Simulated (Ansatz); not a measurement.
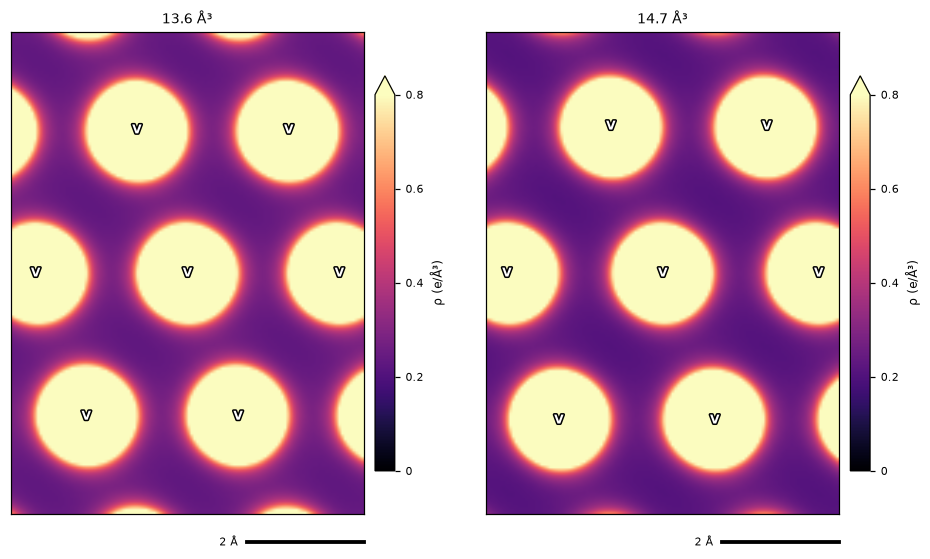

V. The valence charge density (pseudo) of cells scaled evenly to different volumes (given per atom above each panel), on the (010) plane of each (indices in the axes of the cell below), at one length scale and on one colour scale.

The program warned that a starting moment wasn't kept; spin-polarised, but the moments vanished.

These are results of Kohn-Sham DFT of a periodic cell, PBEsol with D4, Ansatz PAW in Ansatz, not measurements.

The largest cell:

```yaml
crystal:
  lattice:
    - [-1.54405, 1.54405, 1.54405]
    - [1.54405, -1.54405, 1.54405]
    - [1.54405, 1.54405, -1.54405]
  atoms:
    - { symbol: V, position: [0.00000, 0.00000, 0.00000] }
```

| volume (Å³/atom) | V–V contact in the plane (Å) | ρ at its midpoint (e/Å³) | pressure (GPa) | 
| --- | --- | --- | --- |
| 13.61 | 2.605 | 0.286 | −11.0 | 
| 14.45 | 2.657 | ? | ? | 
| 14.72 | 2.674 | 0.259 | −21.5 | 

Estimate the missing row, and compare with the calculation.

Over the known rows ln ρ falls by 1.44 per Å of V–V distance (the line through the two), which gives 0.265 e/Å³ at 2.657 Å; the calculation gives 0.266 e/Å³. For the pressure, a straight line in volume between the neighbouring rows gives −18.9 GPa; the calculation gives −19.2.
